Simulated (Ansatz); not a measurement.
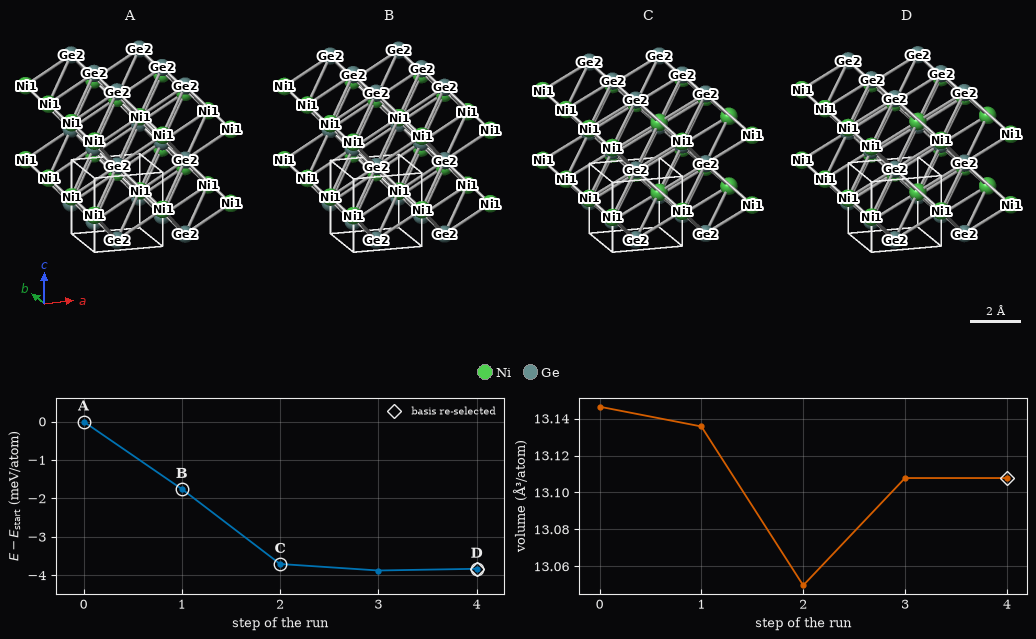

Frames of a relaxation of crystalline NiGe (built on the random type) (coarse preliminary run), marked on the history of the run. The picture is a ball-and-stick view of the cell of the calculation, repeated 2 × 3 × 2 with one cell outlined, seen slightly off an axis.

Case: random cell with space group Pmma (No. 51).

Computed with DFT PBE, scalar-relativistic, plane waves, PAW in Ansatz. Settings: plane-wave cutoff 420 eV; k-point mesh 6 × 6 × 6; occupations gaussian; smearing width 0.1 eV; no spin polarisation; cell and atoms relaxed; force threshold 0.04 eV/Å; at most 70 steps.

Describe the path.

Answer. No atom moves by more than 0.005 Å relative to the cell. The volume changes by −0.3 %, with a = b 2.901 → 2.969 Å (+2.4 %), c 3.126 → 2.974 Å (−4.9 %), γ 91.2° → 90.7°. Near-neighbour distances that change, for instance: Ni1–Ge2 2.595 → 2.583 Å. The space group stays Cmmm (No. 65). Over 3 accepted moves (4 points after the start) the energy falls by 3.8 meV per atom. All forces vanish by symmetry, so only the cell relaxes. Pressure: −0.17 GPa at the start and −0.08 GPa at the end. The SCF was repeated once at an unchanged geometry on a basis and grid sized afresh for the cell, which shifted the energy by less than 0.05 meV per atom at most. From step 0 to 1: energy −1.8 meV per atom. From step 1 to 2: volume −0.7 %, energy −1.9 meV per atom. From step 2 to 4: volume +0.4 %, energy −0.1 meV per atom.
